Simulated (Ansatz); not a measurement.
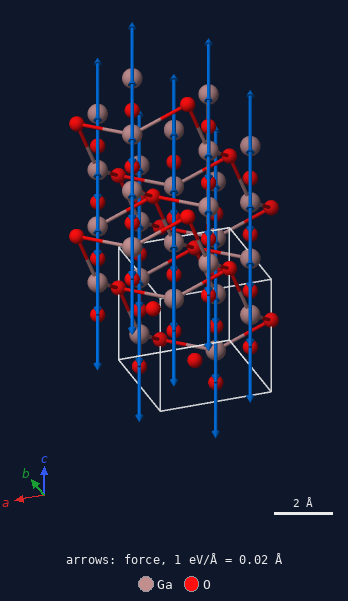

Starting geometry of solid Ga$_{2}$O$_{3}$ (a generated structure, set up in I4mm) (coarse preliminary run) with the computed forces as blue arrows. Style: ball-and-stick. Shown: the conventional cell (2 times the calculation's cell), repeated 1 × 2 × 2 with one cell outlined, from a free direction. Lengths and directions refer to the drawn axes.

Method: Ansatz, DFT PBE, scalar-relativistic, plane waves, PAW. Set-up: plane-wave cutoff 420 eV; k-point mesh 6 × 6 × 6; occupations gaussian; smearing width 0.1 eV; no spin polarisation; cell and atoms relaxed; force threshold 0.04 eV/Å; at most 70 steps.

What follows when this structure is relaxed?

Answer. It isn't relaxed: the largest force vector, on O atoms, is 173.26 eV/Å. The final displacements have little in common with the starting forces (cosine between the two patterns 0.20). After 17 accepted moves (20 points after the start) the energy has fallen by 24019 meV per atom. The largest force component goes from 170 to 0.0013 eV/Å. Pressure: 941.53 GPa at the start and 0.04 GPa at the end. At 3 points the geometry stayed and the basis and grid were re-selected for the new cell (energy shift of 844 meV per atom at most each time). The largest move relative to the cell is that of an O atom, 1.12 Å along −c. Largest moves by element: O 1.12 Å, Ga 0.16 Å. Cell: a = b 4.109 → 4.337 Å (+5.6 %), c 4.410 → 7.033 Å (+59.5 %). Volume +77.7 %. Near-neighbour distances that change, for instance: Ga–Ga 2.205 → 3.516 Å, Ga–O 0.946 → 1.758 Å, Ga–O 1.259 → 1.758 Å, Ga–O 2.205 → 2.169 Å. Bonds break: Ga–Ga (2.21 → 3.52 Å). Among the angles between lasting bonds that change: O–Ga–O 137.4° → 180.0°, Ga–O–Ga 137.4° → 180.0°, O–Ga–O 111.3° → 90.0°. The space group (tolerance 0.01 Å) goes from I4mm (No. 107) to I4/mmm (No. 139). Cost: 2.6 min on 1 thread of Intel(R) Xeon(R) Platinum 8259CL CPU @ 2.50GHz (Skylake/Cascade Lake), on a shared host, peak memory 0.43 GiB.
